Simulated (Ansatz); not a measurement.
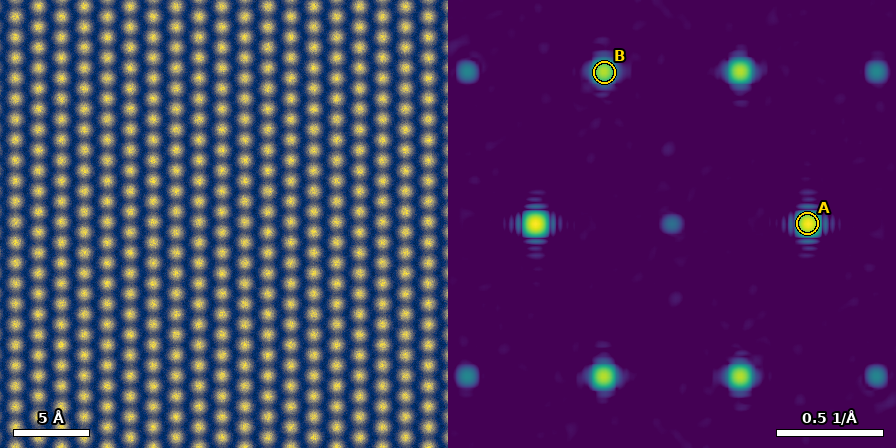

HAADF-like image of a crystal. Simulation: incoherent imaging, intensity Z^1.6 per atom, probe width 0.89 Å, thin sample. Shot noise was added.

The right panel is the modulus of the image's Fourier transform on a logarithmic scale.

Which lattice spacings do the marked spots stand for, and what angle do A and B enclose?

A: 1.5 Å, B: 1.3 Å; A and B enclose about 114°.

The crystal is Ta (Fd-3m, No. 227) along [210]; the spots are (004) and (2 -4 -2). Structure used: the geometry given to an electronic-structure calculation, possibly off equilibrium; the starting structure was generated, so it need not be a known form of this composition.
